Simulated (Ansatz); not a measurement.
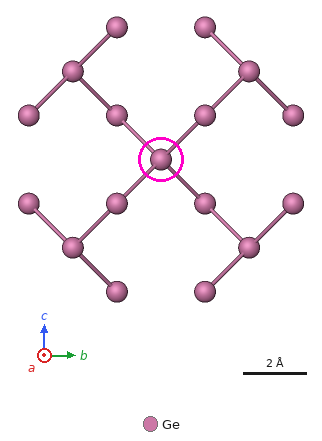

Perfect Ge. The picture is a ball-and-stick view of the atoms within 5.4 Å of one point, in a slice 3.4 Å thick across the line of sight, seen along the a axis.

Computed with DFT, PBEsol, PAW, plane waves in Ansatz. Set-up: plane-wave cutoff 420 eV; k-point mesh 1 × 1 × 1; mesh shifted by (0.25, 0.25, 0.25); collinear spin. Fermi-Dirac smearing of 0.01 eV. A uniform background neutralises the charged cell. The axes drawn are those of the host's conventional cell.

A germanium atom is replaced by nickel at the ringed place, in charge state +1. The supercell has 64 sites, and the atoms are relaxed at the host's cell.

Predict the relaxed surroundings of the defect.

Answer. In the host the Ge atom has 4 Ge at 2.46 Å; the Ni atom ends with 4 Ge at 2.24 to 2.27 Å. Of the host's atoms, a germanium atom moves furthest from its site, by 0.22 Å. The Ni atom itself moves 0.06 Å from where it was put. The cell's net moment is 0.77 μB.

The relaxed defect, seen from the same direction:

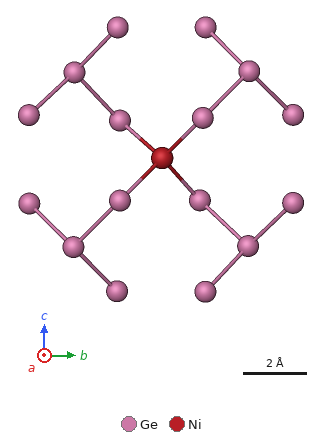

Limits of the set-up: the cell is charged, on a uniform background, and energies carry no finite-size correction.
